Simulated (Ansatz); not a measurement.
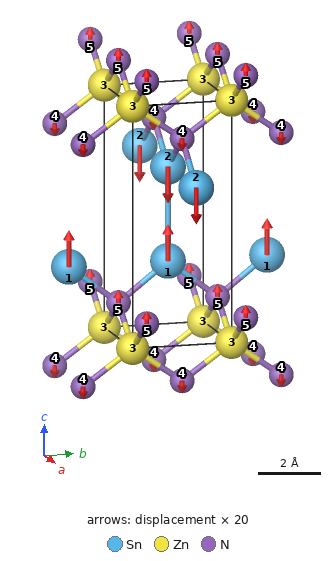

This is a relaxation of crystalline ZnSn2N2 (set up in P-4m2). The starting structure is drawn; red arrows show the displacements (the part carried along by the change of the cell is left out), 20 times their true length.

Style: ball-and-stick. Shown: the cell of the calculation, slightly off an axis.

The run lets cell and atoms move.

These are results of Ansatz, Kohn-Sham DFT of a periodic cell, PBEsol, Ansatz PAW, not measurements.

Input
```yaml
crystal:
  lattice:
    - [3.352326, 0.0, 0.0]
    - [0.0, 3.352326, 0.0]
    - [0.0, 0.0, 8.064209]
  atoms:
    - { symbol: Sn, position: [0.5, 0.5, 0.305827] }
    - { symbol: Sn, position: [0.5, 0.5, 0.694173] }
    - { symbol: Zn, position: [0.0, 0.0, 0.0] }
    - { symbol: "N", position: [0.0, 0.5, 0.85419] }
    - { symbol: "N", position: [0.5, 0.0, 0.14581] }
hamiltonian:
  xc: pbesol
  pseudopotentials: { kind: paw }
kpoints:
  mp_grid: { grid: [8, 8, 4] }
scf:
  occupations: { method: fermi_dirac, width: 0.05 }
output:
  forces: true
  stress: true
  eigenvalues: true
relax:
  f_tol: 0.01
  max_steps: 40
  cell: { stress_tol: 0.05, p_target: 2.0 }
```

Run as
```bash
ansatz run input.yaml --threads 2 --pin off --max-ram 5632MiB --backend cpu --events-out ev --progress --plain --runs-dir out
```

Question: Atoms of which element are displaced furthest, and by how much?

Answer: Tin: up to 0.061 Å, against 0.021 Å for nitrogen.

Question: What happened in the run?

Answer: Over 6 accepted moves (8 points after the start) the energy falls by 13.7 meV per atom. With the target pressure of 2 GPa, the enthalpy E + pV changes by −32.4 meV per atom. The largest force component goes from 0.15 to 0.00044 eV/Å. The pressure goes from −4.40 to 2.00 GPa. The SCF was repeated twice at an unchanged geometry on a basis and grid sized afresh for the cell, which shifted the energy by 2.1 meV per atom at most. The largest moves relative to the cell, 0.061 Å, are those of Sn1 and Sn2. Sn1 goes along +c. By element the largest moves are Sn 0.061 Å, N 0.021 Å. Zn stays in place. Cell: a = b 3.352 → 3.275 Å (−2.3 %), c 8.064 → 7.751 Å (−3.9 %). Volume −8.3 %. Among the contacts that change: Sn1–Sn2 3.132 → 2.888 Å, Zn3–N4 2.047 → 2.002 Å, Sn1–N5 2.115 → 2.078 Å. The space group stays P-4m2 (No. 115).
